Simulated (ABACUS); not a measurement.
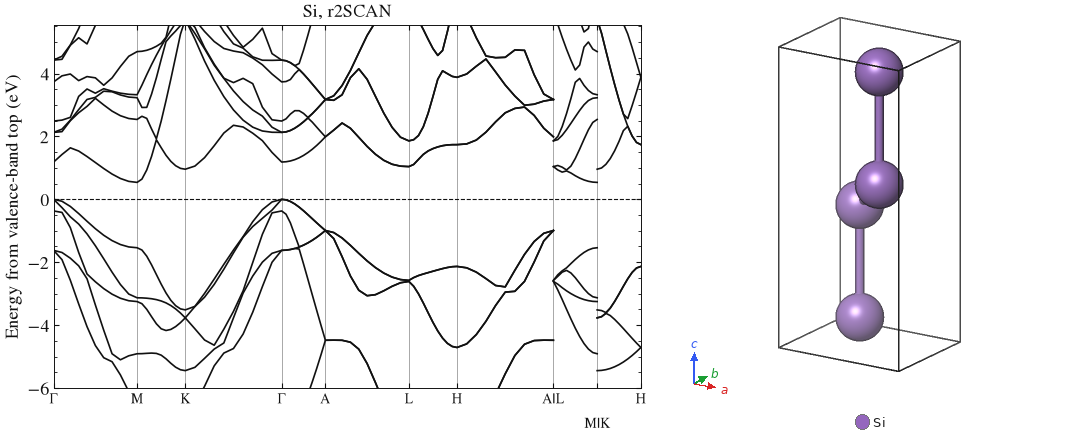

Band structure, beside the structure. Energies are counted from the top of the valence band.

Structure: hexagonal-diamond (lonsdaleite-type) Si, space group P6_3/mmc (No. 194), 4 atoms in the cell; a = 3.831 Å, c = 6.333 Å (hexagonal axes).

ABACUS 3.10.1; r2SCAN, SG15 ONCV 1.2 PBE, no spin polarisation, no spin-orbit coupling, 939 eV cutoff, Fermi-Dirac smearing of 0.05 eV.

Read off the fundamental gap and say whether it is direct.

Answer. A semiconductor. The gap along this path is 0.54 eV and indirect, from the valence-band top at Γ to the conduction-band bottom at M; the smallest direct gap is 1.19 eV, at Γ.

How many bands meet at the valence-band top?

Answer. Two bands meet at the valence-band top at Γ: it is doubly degenerate (spin aside).

What are the direct gaps at M, H and Γ?

Answer. The direct gaps are 2.08 eV at M, 3.87 eV at H and 1.19 eV at Γ.

The density is read from an earlier self-consistent run, whose mesh may be coarse. The potentials were made for another functional. LDA, GGA and most meta-GGA functionals understate gaps. This isn't the form of Si at room conditions, which is diamond.
